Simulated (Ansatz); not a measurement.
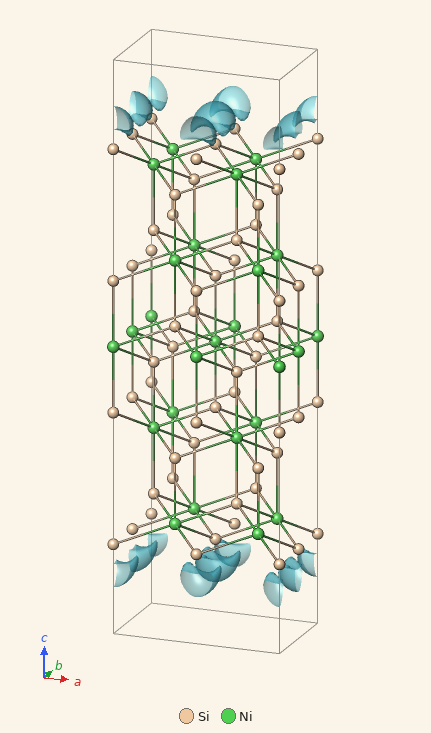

Si₂Ni (slab). Isosurface of the electron localisation function at 0.85 (cyan), seen slightly off an axis. Core shells and regions of very low density are left out. Sticks mark near contacts.

Not relaxed (largest force 0.7 eV/Å); computed without spin polarisation.

All numbers below come from DFT PBE, scalar-relativistic, plane waves, PAW (Ansatz).

The calculation's input:

```
crystal:
  lattice:
    - [3.8515146162, 0.0, 0.0]
    - [-1.9257573081, 3.3355095007, 0.0]
    - [0.0, 0.0, 29.1513683199]
  atoms:
    - { symbol: Si, position: [0.0, 0.0, 0.2572778031] }
    - { symbol: Ni, position: [0.6666666667, 0.3333333333, 0.2842469361] }
    - { symbol: Si, position: [0.3333333333, 0.6666666667, 0.3112160691] }
    - { symbol: Si, position: [0.6666666667, 0.3333333333, 0.3651543351] }
    - { symbol: Ni, position: [0.3333333333, 0.6666666667, 0.3921234681] }
    - { symbol: Si, position: [0.0, 0.0, 0.419092601] }
    - { symbol: Si, position: [0.3333333333, 0.6666666667, 0.473030867] }
    - { symbol: Ni, position: [0.0, 0.0, 0.5] }
    - { symbol: Si, position: [0.6666666667, 0.3333333333, 0.526969133] }
    - { symbol: Si, position: [0.0, 0.0, 0.580907399] }
    - { symbol: Ni, position: [0.6666666667, 0.3333333333, 0.6078765319] }
    - { symbol: Si, position: [0.3333333333, 0.6666666667, 0.6348456649] }
    - { symbol: Si, position: [0.6666666667, 0.3333333333, 0.6887839309] }
    - { symbol: Ni, position: [0.3333333333, 0.6666666667, 0.7157530639] }
    - { symbol: Si, position: [0.0, 0.0, 0.7427221969] }
basis:
  ecutwfc: 420
kpoints:
  mp_grid: { grid: [9, 9, 1] }
hamiltonian:
  xc: pbe
scf:
  occupations: { method: gaussian, width: 0.1 }
output:
  forces: true
  stress: true
  eigenvalues: true
  write_density: true
  write_potential: true
  elf: true
  volumetric_format: npy
efield:
  axis: 3
  dipole_correction: true
```

Command:

```sh
ansatz run input.yaml --threads 2 --pin off --max-ram 5120MiB --backend cpu --events-out ev --progress --plain --runs-dir out
```

### Identify the bonds, lone pairs and shells in this picture.

At this value the surface marks out two lobes on Si, pointing away from the bonds (lone pairs), counted in one cell of 15 atoms. Counts are for one cell; the picture repeats the cell along the surface. Along the contacts the grid gives the following. Si–Ni (2.36 Å): the ELF peaks at about 0.75 in the valence shell of Si, 0.9 Å from its nucleus, and is about 0.50 at the midpoint.

### Does the calculation give a band gap?

It is gapless in this calculation (a metal or semimetal).
